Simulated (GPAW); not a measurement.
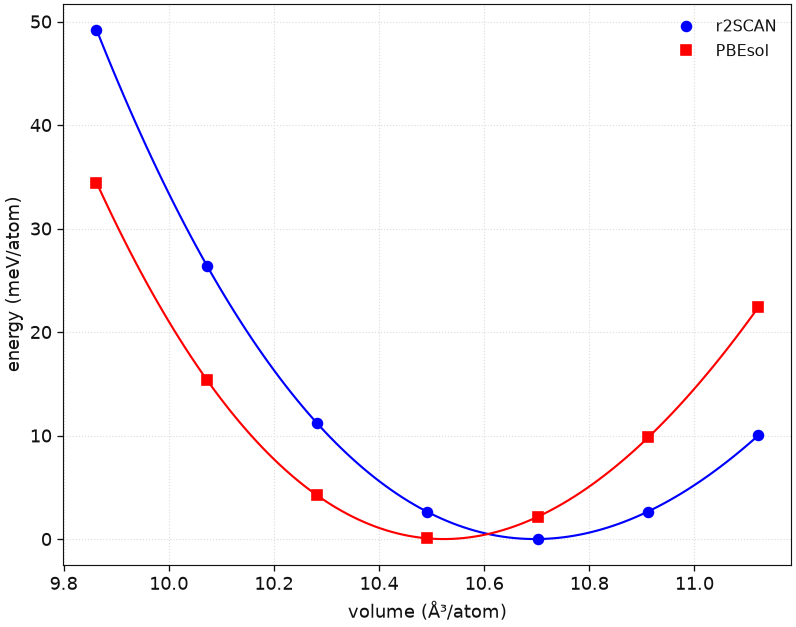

The figure shows the energy against volume, with one curve for each functional, for Ni (space group Fm-3m).

Method: PAW DFT in plane waves, on a grid or in atomic orbitals, collinear spins; energies at scaled volumes of the given cell, shape and fractions fixed, counted from the fit's minimum, third-order Birch-Murnaghan fit (GPAW 26.7.0). All runs: collinear spin.

- k mesh: 13×13×13
- occupations: Fermi–Dirac
- smearing width: 0.05 eV
- wave cutoff: 600 eV

Settings that differ: r2SCAN: potentials GPAW-PAW-data-sets-(gpaw-data-1.2.1); PBEsol: potentials PAW-data-sets-made-by gpaw-setup-for-the-functional.

Order the curves by fitted equilibrium volume, smallest first.

Answer. PBEsol 10.523, r2SCAN 10.697 Å³/atom.

Order the curves by fitted bulk modulus, smallest first.

Answer. r2SCAN 205.9, PBEsol 234.8 GPa.

Note: nickel data set pressure off other codes.
